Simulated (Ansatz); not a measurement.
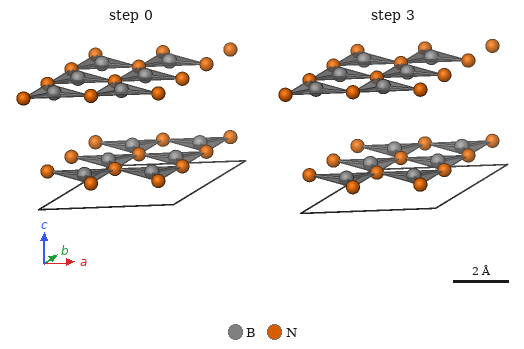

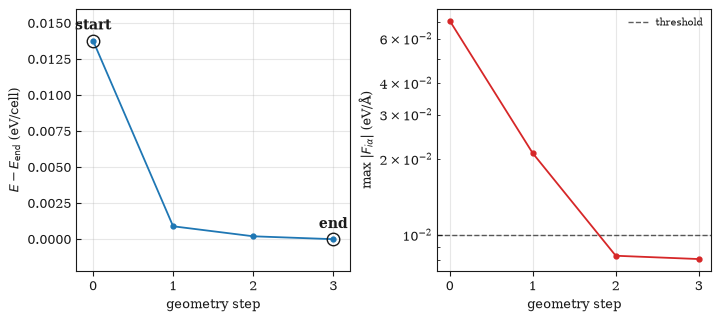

First and last geometry of a constrained relaxation of a slab of composition BN, with the history of the run. Style: polyhedral. Shown: the 2 × 3 repeat of the cell, outlined in the plane, without the vacuum, slightly off an axis.

Case: bilayer, upper layer turned by 180 degrees and shifted by (0.667, 0.667).

Theory: Ansatz 0.2.0, DFT PBE+D3(BJ), scalar-relativistic, plane waves, PAW. (plane-wave cutoff 420 eV; k-point mesh 10 × 10 × 1; occupations gaussian; smearing width 0.02 eV; no spin polarisation; atoms relaxed in a fixed cell; force threshold 0.01 eV/Å; at most 50 steps)

Question: Did the run converge, and what did it change?

Answer: It converged. The largest moves relative to the layer's centre, 0.14 Å, are those of B and N atoms. By element the largest moves are N 0.14 Å, B 0.14 Å. The cell doesn't change. Over 3 geometry steps the energy falls by 13.8 meV per cell of the calculation. Largest force component: 0.071 eV/Å at the start, 0.008 eV/Å at the end.
